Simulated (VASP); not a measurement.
# Band edges against the vacuum: BAs(110), part 2 of 3

Aim: ionisation energy and electron affinity of BAs(110), from a slab and a bulk run lined up through core potentials.

VASP 6.6.1; r2SCAN; plane waves and PAW (B, As).

So far, gap on the k-mesh (eV): step 3 (band edges of the bulk) 1.39.

## (4) Relaxing the slab

System of this step: BAs(110). The cell holds 18 atoms: 9 B and 9 As. Its edges and angles: a = 3.385 Å, b = 4.787 Å, c = 29.539 Å, α = 90.0°, β = 90.0°, γ = 90.0°. It derives from BAs. 9 layers, cut at this functional's lattice. Vacuum lies along c.

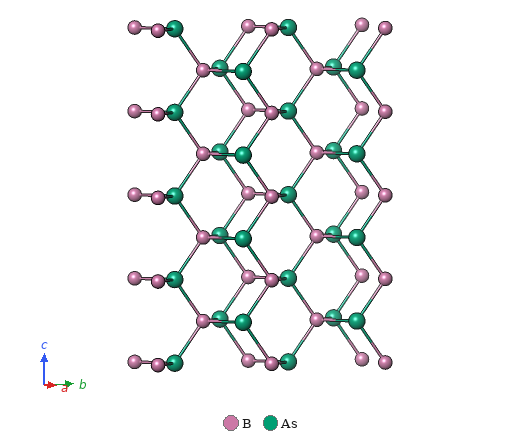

The cell of this step (boron pink, arsenic teal). 1×2×1 cells are drawn. Some periodic images of atoms are drawn too.

All atoms relax at the fixed cell.

INCAR reads:

```
SYSTEM = BAs
PREC = Normal
ENCUT = 360
EDIFF = 1E-05
NELM = 120
ISMEAR = 0
SIGMA = 0.03
LREAL = Auto
ALGO = Normal
METAGGA = R2SCAN
LASPH = .TRUE.
NBANDS = 54
LORBIT = 11
LWAVE = .FALSE.
LCHARG = .FALSE.
KPAR = 4
IBRION = 2
NSW = 60
ISIF = 2
EDIFFG = -0.03
POTIM = 0.4
MAXMIX = 40
IDIPOL = 3
LDIPOL = .TRUE.
DIPOL = 0.5 0.5 0.5
```

POSCAR reads:

```
BAs
1.0
    3.3846662958      0.0000000000      0.0000000000
    0.0000000000      4.7866409796      0.0000000000
    0.0000000000      0.0000000000     29.5386651831
B As
9 9
Direct
    0.0000000000      0.0000000000      0.2708314700
    0.5000000000      0.5000000000      0.3281236000
    0.0000000000      0.0000000000      0.3854157300
    0.5000000000      0.5000000000      0.4427078700
    0.0000000000      0.0000000000      0.5000000000
    0.5000000000      0.5000000000      0.5572921300
    0.0000000000      0.0000000000      0.6145842700
    0.5000000000      0.5000000000      0.6718764000
    0.0000000000      0.0000000000      0.7291685300
    0.0000000000      0.7500000000      0.3281236000
    0.5000000000      0.2500000000      0.2708314700
    0.0000000000      0.7500000000      0.4427078700
    0.5000000000      0.2500000000      0.3854157300
    0.0000000000      0.7500000000      0.5572921300
    0.5000000000      0.2500000000      0.5000000000
    0.0000000000      0.7500000000      0.6718764000
    0.5000000000      0.2500000000      0.6145842700
    0.5000000000      0.2500000000      0.7291685300
```

KPOINTS reads:

```
Automatic mesh
0
Gamma
7 5 1
0 0 0
```

PAW data sets: B and As (PBE family, release 64).

The run is started by

```sh
$ mpirun -np 4 vasp_std
```

Log:

```text
[banner, memory and clock lines left out]
running    4 mpi-ranks, on    1 nodes
 distrk:  each k-point on    1 cores,    4 groups
 distr:  one band on    1 cores,    1 groups

 POSCAR found type information on POSCAR B As
 POSCAR found :  2 types and      18 ions
 [... a notice as in an earlier step ...]

 LDA part: xc-table for (None), standard interpolation
 POSCAR, INCAR and KPOINTS ok, starting setup
 FFT: planning ... GRIDC
 FFT: planning ... GRID_SOFT
 FFT: planning ... GRID
 WAVECAR not read
 entering main loop
       N       E                     dE             d eps       ncg     rms          rms(c)
DAV:   1     0.217777062912E+03    0.21778E+03   -0.23112E+04  1296   0.819E+02
DAV:   2    -0.174327577454E+03   -0.39210E+03   -0.37637E+03  1706   0.185E+02
DAV:   3    -0.208387769312E+03   -0.34060E+02   -0.33397E+02  1584   0.576E+01
DAV:   4    -0.209397119432E+03   -0.10094E+01   -0.10053E+01  1864   0.100E+01
DAV:   5    -0.209420242765E+03   -0.23123E-01   -0.23097E-01  1776   0.141E+00    0.145E+01
DAV:   6    -0.195542970233E+03    0.13877E+02   -0.56946E+00  1528   0.816E+00    0.832E+00
DAV:   7    -0.195208869556E+03    0.33410E+00   -0.20370E+00  1680   0.473E+00    0.196E+00
DAV:   8    -0.195208217240E+03    0.65232E-03   -0.23774E-01  1656   0.184E+00    0.651E-01
DAV:   9    -0.195210499505E+03   -0.22823E-02   -0.24867E-02  1680   0.528E-01    0.399E-01
DAV:  10    -0.195214514930E+03   -0.40154E-02   -0.31845E-03  1544   0.242E-01    0.938E-02
DAV:  11    -0.195215868146E+03   -0.13532E-02   -0.97135E-04  1592   0.121E-01    0.412E-02
DAV:  12    -0.195216644265E+03   -0.77612E-03   -0.20045E-04  1624   0.484E-02    0.266E-02
DAV:  13    -0.195217836565E+03   -0.11923E-02   -0.39167E-04  1602   0.546E-02    0.131E-02
DAV:  14    -0.195218303452E+03   -0.46689E-03   -0.86562E-05  1586   0.259E-02    0.957E-03
DAV:  15    -0.195218700807E+03   -0.39735E-03   -0.73760E-05  1346   0.228E-02    0.392E-03
DAV:  16    -0.195218810255E+03   -0.10945E-03   -0.22803E-05  1324   0.125E-02    0.398E-03
DAV:  17    -0.195218847120E+03   -0.36865E-04   -0.39443E-06  1196   0.662E-03    0.224E-03
DAV:  18    -0.195218871688E+03   -0.24569E-04   -0.55050E-06  1226   0.663E-03    0.129E-03
DAV:  19    -0.195218893682E+03   -0.21994E-04   -0.22582E-06  1094   0.598E-03    0.898E-04
DAV:  20    -0.195218899741E+03   -0.60585E-05   -0.15581E-06  1068   0.555E-03
   1 F= -.19521890E+03 E0= -.19521890E+03  d E =-.195219E+03
 curvature:   0.00 expect dE= 0.000E+00 dE for cont linesearch  0.000E+00
 trial: gam= 0.00000 g(F)=  0.128E+01 g(S)=  0.000E+00 ort = 0.000E+00 (trialstep = 0.100E+01)
 search vector abs. value=  0.128E+01
 bond charge predicted
       N       E                     dE             d eps       ncg     rms          rms(c)
DAV:   1    -0.196058920547E+03   -0.84003E+00   -0.26221E+01  1344   0.176E+01    0.159E+00
DAV:   2    -0.196170787126E+03   -0.11187E+00   -0.81493E-01  1642   0.296E+00    0.784E-01
DAV:   3    -0.196182062281E+03   -0.11275E-01   -0.39611E-02  1654   0.712E-01    0.453E-01
DAV:   4    -0.196189926771E+03   -0.78645E-02   -0.12108E-02  1616   0.482E-01    0.144E-01
DAV:   5    -0.196192236909E+03   -0.23101E-02   -0.24820E-03  1486   0.202E-01    0.516E-02
DAV:   6    -0.196193531299E+03   -0.12944E-02   -0.56221E-04  1524   0.909E-02    0.315E-02
DAV:   7    -0.196193682208E+03   -0.15091E-03   -0.12749E-04  1584   0.391E-02    0.258E-02
DAV:   8    -0.196193729051E+03   -0.46843E-04   -0.15052E-05  1212   0.159E-02    0.119E-02
DAV:   9    -0.196193778878E+03   -0.49827E-04   -0.89606E-06  1098   0.117E-02    0.285E-03
DAV:  10    -0.196193792433E+03   -0.13556E-04   -0.20227E-06  1032   0.618E-03    0.272E-03
DAV:  11    -0.196193805792E+03   -0.13359E-04   -0.11075E-06   984   0.521E-03    0.423E-04
DAV:  12    -0.196193811129E+03   -0.53370E-05   -0.51090E-07   936   0.346E-03
   2 F= -.19619381E+03 E0= -.19619381E+03  d E =-.974911E+00
[... from here on, the cycles between the ionic steps are left out ...]
   3 F= -.19654514E+03 E0= -.19654514E+03  d E =-.132624E+01
   4 F= -.19655308E+03 E0= -.19655308E+03  d E =-.133418E+01
   5 F= -.19686756E+03 E0= -.19686756E+03  d E =-.314475E+00
   6 F= -.19693432E+03 E0= -.19693432E+03  d E =-.381241E+00
   7 F= -.19700859E+03 E0= -.19700859E+03  d E =-.742657E-01
   8 F= -.19701121E+03 E0= -.19701121E+03  d E =-.768906E-01
   9 F= -.19703020E+03 E0= -.19703020E+03  d E =-.189891E-01
  10 F= -.19703061E+03 E0= -.19703061E+03  d E =-.193937E-01
  11 F= -.19703845E+03 E0= -.19703845E+03  d E =-.784412E-02
  12 F= -.19703853E+03 E0= -.19703853E+03  d E =-.792590E-02
  13 F= -.19704343E+03 E0= -.19704343E+03  d E =-.489461E-02
  14 F= -.19704647E+03 E0= -.19704647E+03  d E =-.793320E-02
  15 F= -.19704850E+03 E0= -.19704850E+03  d E =-.203299E-02
  16 F= -.19704860E+03 E0= -.19704860E+03  d E =-.212999E-02
 curvature:  -1.34 expect dE=-0.113E-02 dE for cont linesearch -0.754E-08
 trial: gam= 0.31330 g(F)=  0.843E-03 g(S)=  0.000E+00 ort = 0.511E-05 (trialstep = 0.181E+01)
 search vector abs. value=  0.130E-02
 bond charge predicted
       N       E                     dE             d eps       ncg     rms          rms(c)
DAV:   1    -0.197048830556E+03   -0.23723E-03   -0.85591E-02  1308   0.104E+00    0.805E-02
DAV:   2    -0.197049373638E+03   -0.54308E-03   -0.42715E-03  1564   0.216E-01    0.454E-02
DAV:   3    -0.197049427274E+03   -0.53636E-04   -0.20930E-04  1602   0.552E-02    0.200E-02
DAV:   4    -0.197049467210E+03   -0.39936E-04   -0.25741E-05  1186   0.215E-02    0.130E-02
DAV:   5    -0.197049490020E+03   -0.22810E-04   -0.12470E-05  1090   0.137E-02    0.109E-02
DAV:   6    -0.197049481028E+03    0.89920E-05   -0.21845E-06  1034   0.690E-03
  17 F= -.19704948E+03 E0= -.19704948E+03  d E =-.884467E-03
 trial-energy change:   -0.000884  1 .order   -0.000822   -0.001533   -0.000111
 step:   1.9249(harm=  1.9558)  dis= 0.00591  next Energy=  -197.049484 (dE=-0.888E-03)
 reached required accuracy - stopping structural energy minimisation
```

It took 16 min on 4 MPI ranks of Intel Xeon Platinum 8488C (Sapphire Rapids), shared host; peak memory 1.3 GiB.

From OUTCAR (step 4):

```text
  LATTYP: Found a simple orthorhombic cell.
 ALAT       =     3.3846662958
 B/A-ratio  =     1.4142135624
 C/A-ratio  =     8.7272016210

 Subroutine GETGRP returns: Found  4 space group operations
 (whereof  4 operations were pure point group operations)

The static configuration has the point symmetry C_2v.

 Found     12 irreducible k-points:

   k-points           NKPTS =     12   k-points in BZ     NKDIM =     12   number of bands    NBANDS=     54

   dimension x,y,z NGX =    16 NGY =   24 NGZ =  140
   dimension x,y,z NGXF=    32 NGYF=   48 NGZF=  280

   ENCUT  =  360.0 eV  26.46 Ry    5.14 a.u.   5.24  7.41 45.70*2*pi/ulx,y,z

   NELECT =      72.0000    total number of electrons

 dipolmoment           0.000000      0.000000      0.000000 electrons x Angstroem

 E-fermi :   0.5729

 k-point     1 :       0.0000    0.0000    0.0000
  band No.  band energies     occupation
    ...
     32      -0.1771      2.00000
     33       0.1073      2.00000
     34       0.1985      2.00000
     35       0.3425      2.00000
     36       0.4329      2.00000
     37       2.2063      0.00000
     38       2.4013      0.00000
     39       2.4685      0.00000
     40       2.8726      0.00000
     41       3.0313      0.00000
    ...

 k-point     2 :       0.1429    0.0000    0.0000
  band No.  band energies     occupation
    ...
     32      -1.2086      2.00000
     33      -1.0711      2.00000
     34      -0.8921      2.00000
     35      -0.3109      2.00000
     36      -0.1264      2.00000
     37       2.2470      0.00000
     38       2.5721      0.00000
     39       3.3169      0.00000
     40       3.4121      0.00000
     41       3.4208      0.00000
    ...

  Total       -2.4701587      0.6064949     -1.0248011      0.0000000      0.0000000      0.0000000
  in kB       -8.2698543      2.0304867     -3.4309358      0.0000000      0.0000000      0.0000000
  external PRESSURE =      -3.2234345 kB  Pullay stress =       0.0000000 kB

  energy-cutoff  :      360.00
  volume of cell :      478.56
      direct lattice vectors                 reciprocal lattice vectors
     3.384666296  0.000000000  0.000000000     0.295450101  0.000000000  0.000000000
     0.000000000  4.786640980  0.000000000     0.000000000  0.208914770  0.000000000
     0.000000000  0.000000000 29.538665183     0.000000000  0.000000000  0.033853933

 POSITION                                       TOTAL-FORCE (eV/Angst)
 -----------------------------------------------------------------------------------
      0.00000      0.24101      8.35625         0.000000      0.016519      0.003318
      1.69233      2.35018      9.66120         0.000000      0.020095      0.015207
      3.38467      4.75466     11.38446         0.000000     -0.015785      0.018873
      1.69233      2.35493     13.06955        -0.000000     -0.000542     -0.002146
      0.00000      4.75085     14.76933         0.000000      0.012663      0.000000
      1.69233      2.35493     16.46911        -0.000000     -0.000542      0.002146
      0.00000      4.75466     18.15420         0.000000     -0.015785     -0.018873
      1.69233      2.35018     19.87746         0.000000      0.020095     -0.015207
      0.00000      0.24101     21.18241         0.000000      0.016519     -0.003318
      0.00000      3.52614      9.67458         0.000000     -0.012102      0.019228
      1.69233      1.23805      7.81528         0.000000     -0.016505      0.000254
      3.38467      3.55347     13.07273         0.000000     -0.000149      0.016872
      1.69233      1.16303     11.36328         0.000000      0.009521      0.026887
      3.38467      3.55347     16.46594         0.000000     -0.000149     -0.016872
      1.69233      1.16263     14.76933         0.000000     -0.014770      0.000000
      0.00000      3.52614     19.86409         0.000000     -0.012102     -0.019228
      1.69233      1.16303     18.17539         0.000000      0.009521     -0.026887
      1.69233      1.23805     21.72339         0.000000     -0.016505     -0.000254
 -----------------------------------------------------------------------------------
    total drift:                               -0.000000      0.138750      0.000013

  FREE ENERGIE OF THE ION-ELECTRON SYSTEM (eV)
  ---------------------------------------------------
  free  energy   TOTEN  =      -197.0494810281 eV

  energy  without entropy=     -197.0494810281  energy(sigma->0) =     -197.04948103

 vacuum level on the upper side and lower side of the slab         5.620         5.620

 total charge
# of ion       s       p       d       tot
------------------------------------------
    1        0.724   1.019   0.000   1.743
    2        0.672   1.116   0.000   1.787
    3        0.672   1.143   0.000   1.815
    4        0.669   1.153   0.000   1.822
    5        0.669   1.154   0.000   1.823
    6        0.669   1.153   0.000   1.822
    7        0.672   1.143   0.000   1.815
    8        0.672   1.116   0.000   1.787
    9        0.724   1.019   0.000   1.743
   10        1.175   1.704   0.094   2.973
   11        1.227   1.607   0.061   2.895
   12        1.173   1.688   0.091   2.951
   13        1.174   1.688   0.091   2.953
   14        1.173   1.688   0.091   2.951
   15        1.172   1.689   0.090   2.952
   16        1.175   1.704   0.094   2.973
   17        1.174   1.688   0.091   2.953
   18        1.227   1.607   0.061   2.895
--------------------------------------------------
tot         16.812  25.077   0.764  42.652

[... 1 part as in an earlier step ...]

[... 7 further parts left out ...]
```

The run keeps the 4 symmetry operations of its start, so it cannot find a distortion of lower symmetry.

Relaxation path:

```tsv
step	energy less that of the first step (eV)	largest force (eV/Å)
1	0.0000	3.0307
2	-0.9749	2.0000
3	-1.3262	1.0099
4	-1.3342	1.0955
5	-1.6487	0.7424
6	-1.7154	0.6998
7	-1.7897	0.3875
8	-1.7923	0.2875
9	-1.8113	0.1985
10	-1.8117	0.2305
11	-1.8196	0.1304
12	-1.8196	0.1305
13	-1.8245	0.0925
14	-1.8276	0.0822
15	-1.8296	0.0654
16	-1.8297	0.0600
17	-1.8306	0.0285
```

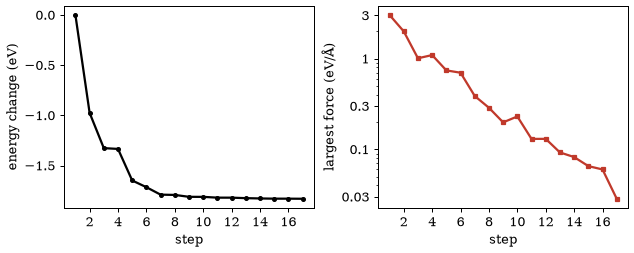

Energy and largest force along the relaxation.

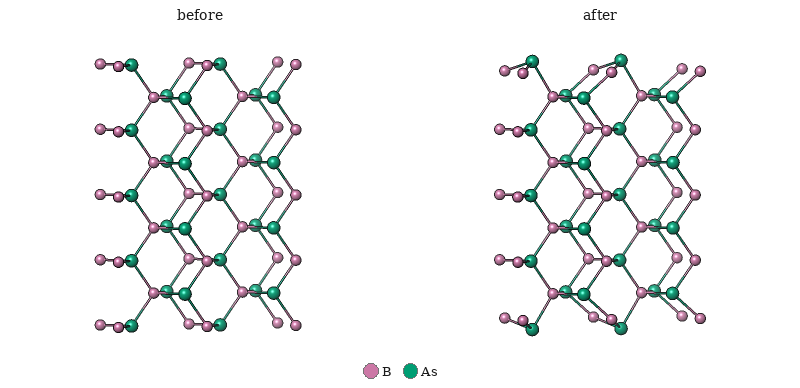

The structure before and after the relaxation, drawn at the same scale.

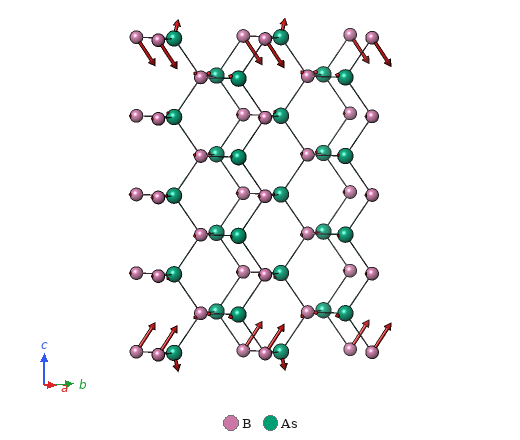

Displacements in the relaxation, exaggerated; the longest in the cell stands for 0.43 Å. 1×2×1 cells are drawn. Some periodic images of atoms are drawn too.

The atoms that moved most (Å):

```tsv
atom	dx	dy	dz	length
B9	0.000	0.241	-0.356	0.430
B1	0.000	0.241	0.356	0.430
As11	0.000	0.041	-0.185	0.189
As18	0.000	0.041	0.185	0.189
As16	0.000	-0.064	0.018	0.066
As10	0.000	-0.064	-0.018	0.066
B2	0.000	-0.043	-0.031	0.053
B8	0.000	-0.043	0.031	0.053
```

The relaxed structure:

```cif
data_structure
_symmetry_space_group_name_H-M 'P 1'
_symmetry_Int_Tables_number 1
_cell_length_a 3.3847
_cell_length_b 4.7866
_cell_length_c 29.5387
_cell_angle_alpha 90.000
_cell_angle_beta 90.000
_cell_angle_gamma 90.000
_cell_volume 478.56
loop_
_atom_site_label
_atom_site_type_symbol
_atom_site_fract_x
_atom_site_fract_y
_atom_site_fract_z
_atom_site_occupancy
B1 B 0.00000 0.05035 0.28289 1
B2 B 0.50000 0.49099 0.32707 1
B3 B 0.00000 0.99332 0.38541 1
B4 B 0.50000 0.49198 0.44246 1
B5 B 0.00000 0.99252 0.50000 1
B6 B 0.50000 0.49198 0.55754 1
B7 B 0.00000 0.99332 0.61459 1
B8 B 0.50000 0.49099 0.67293 1
B9 B 0.00000 0.05035 0.71711 1
As10 As 0.00000 0.73666 0.32752 1
As11 As 0.50000 0.25865 0.26458 1
As12 As 0.00000 0.74237 0.44256 1
As13 As 0.50000 0.24297 0.38469 1
As14 As 0.00000 0.74237 0.55744 1
As15 As 0.50000 0.24289 0.50000 1
As16 As 0.00000 0.73666 0.67248 1
As17 As 0.50000 0.24297 0.61531 1
As18 As 0.50000 0.25865 0.73542 1
```

This step gave:

* electronic steps: 117
* electrons: 72
* free energy (TOTEN): -197.0495 eV
* Fermi energy: 0.5729 eV
* dipole moment: 0, 0, 0 e·Å
* gap on the k-mesh: 0.6574 eV
* least direct gap on the k-mesh: 1.773 eV

The run ended after 17 ionic steps, 1.831 eV below its first step, once the forces on the free atoms met EDIFFG = -0.03.

(Part 2 of 3 ends here.)

[Lines on the potential files, build, host, timing and source positions are cut from VASP's logs without a mark.]

[Logs are printed without paths, hosts, clocks, repeated set-up lines and the standing remarks that a program may print on its own settings, such as how far it seeks lower states.]

[Hosts, paths, dates, database ids (printed as entryN), source tags and the programs' standing remarks are cut or masked in the printed files.]

[Runs that stopped without an error message from VASP are left out.]
